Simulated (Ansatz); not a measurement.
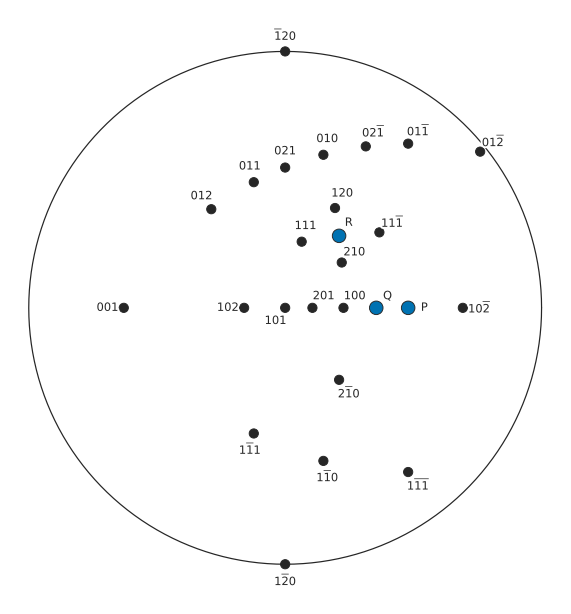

Stereographic projection of plane normals (upper hemisphere) centred on (1 0 1). Crystal: PtS₂, the geometry relaxed with Ansatz, DFT PBE, scalar-relativistic, plane waves, PAW. Geometry calculated from the standardised cell; symmetry tolerance 0.002 Å.

a = 3.577 Å, b = 3.577 Å, c = 6.458 Å, α = 90.00°, β = 90.00°, γ = 120.00°.

**Index the poles marked P, Q, R.**

P is (1 0 −1), in four indices (1 0 −1 −1), 51.3° from the centre; Q is (2 0 −1), in four indices (2 0 −2 −1), 39.1° from the centre; R is (1 1 0), in four indices (1 1 −2 0), 38.7° from the centre.

**What is the angle between the normals of (1 −1 −1) and (0 1 −1), and what are their d_hkl = 1/|g|?**

102.7°; d = 2.793 Å and 2.793 Å.
